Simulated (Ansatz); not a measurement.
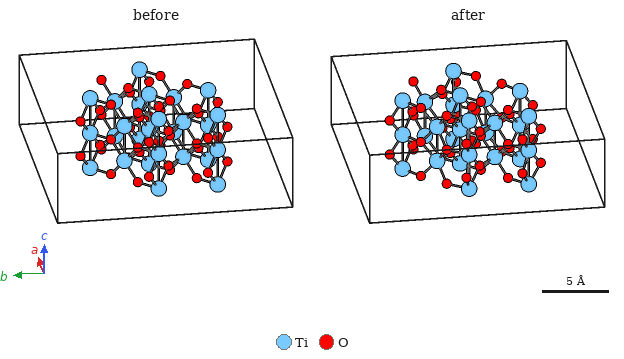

The structure of a wire of composition TiO2 before (left) and after (right) a relaxation, at one scale.

The picture is a ball-and-stick view of the 2 repeat of the cell, with the vacuum cut short (origin shifted), seen from a free direction.

Case: wire along [0 0 1], 30 atoms a period.

These are results of DFT PBEsol, scalar-relativistic, plane waves, PAW in Ansatz, not measurements.

The input:
```yaml
crystal:
  lattice:
    - [20.0, 0.0, 0.0]
    - [0.0, 20.3, 0.0]
    - [0.0, 0.0, 2.9392264225]
  atoms:
    - { symbol: Ti, position: [0.2704565587, 0.2738488263, 0.0] }
    - { symbol: Ti, position: [0.2704565587, 0.5, 0.0] }
    - { symbol: Ti, position: [0.5, 0.2738488263, 0.0] }
    - { symbol: Ti, position: [0.5, 0.5, 0.0] }
    - { symbol: Ti, position: [0.5, 0.7261511737, 0.0] }
    - { symbol: Ti, position: [0.7295434413, 0.5, 0.0] }
    - { symbol: Ti, position: [0.3852282794, 0.3869244132, 0.5] }
    - { symbol: Ti, position: [0.3852282794, 0.6130755868, 0.5] }
    - { symbol: Ti, position: [0.6147717206, 0.3869244132, 0.5] }
    - { symbol: Ti, position: [0.6147717206, 0.6130755868, 0.5] }
    - { symbol: O, position: [0.340331899, 0.3426915261, 0.0] }
    - { symbol: O, position: [0.340331899, 0.5688426998, 0.0] }
    - { symbol: O, position: [0.5698753403, 0.3426915261, 0.0] }
    - { symbol: O, position: [0.5698753403, 0.5688426998, 0.0] }
    - { symbol: O, position: [0.3153529391, 0.2296159393, 0.5] }
    - { symbol: O, position: [0.3153529391, 0.455767113, 0.5] }
    - { symbol: O, position: [0.5448963803, 0.2296159393, 0.5] }
    - { symbol: O, position: [0.5448963803, 0.455767113, 0.5] }
    - { symbol: O, position: [0.5448963803, 0.6819182866, 0.5] }
    - { symbol: O, position: [0.7744398216, 0.455767113, 0.5] }
    - { symbol: O, position: [0.4301246597, 0.4311573002, 0.0] }
    - { symbol: O, position: [0.4301246597, 0.6573084739, 0.0] }
    - { symbol: O, position: [0.659668101, 0.4311573002, 0.0] }
    - { symbol: O, position: [0.659668101, 0.6573084739, 0.0] }
    - { symbol: O, position: [0.2255601784, 0.3180817134, 0.5] }
    - { symbol: O, position: [0.2255601784, 0.544232887, 0.5] }
    - { symbol: O, position: [0.4551036197, 0.3180817134, 0.5] }
    - { symbol: O, position: [0.4551036197, 0.544232887, 0.5] }
    - { symbol: O, position: [0.4551036197, 0.7703840607, 0.5] }
    - { symbol: O, position: [0.6846470609, 0.544232887, 0.5] }
basis:
  ecutwfc: 420
kpoints:
  mp_grid: { grid: [1, 1, 11] }
hamiltonian:
  xc: pbesol
scf:
  occupations: { method: gaussian, width: 0.05 }
output:
  forces: true
  stress: true
  eigenvalues: true
  populations: true
  write_density: true
  write_potential: true
  elf: true
  volumetric_format: npy
relax:
  adjacent_minimum: "off"
  f_tol: 0.02
  max_steps: 45
  cell: { fix: [a, b, alpha, beta, gamma], stress_tol: 0.03 }
```

Command:
```bash
ansatz run input.yaml --threads 4 --pin off --max-ram 11264MiB --backend cpu --events-out ev --progress --plain --runs-dir out
```

> Summarise the run.

Over 7 accepted moves (10 points after the start) the energy falls by 4.323 eV per cell of the calculation. The largest force component goes from 3 to 0.01 eV/Å. The line search rejected the trial step at point 6 of the run. The SCF was repeated twice at an unchanged geometry on a basis and grid sized afresh for the cell, which shifted the energy by 25.7 meV per cell of the calculation at most. The largest moves relative to the layer's centre, 0.43 Å, are those of O17 and O26. By element the largest moves are O 0.43 Å, Ti 0.18 Å. Along the periodic axis the drawn cell goes c 5.878 → 5.754 Å (−2.1 %). Some distances before and after: Ti8–O28 1.976 → 1.772 Å, Ti4–O14 1.976 → 1.784 Å, Ti10–O14 1.942 → 2.109 Å, Ti10–O24 1.942 → 1.806 Å. Among the angles between lasting bonds that change: Ti10–O14–Ti10 98.3° → 86.0°, Ti4–O28–Ti4 98.3° → 90.8°, Ti10–O24–Ti10 98.3° → 105.6°.
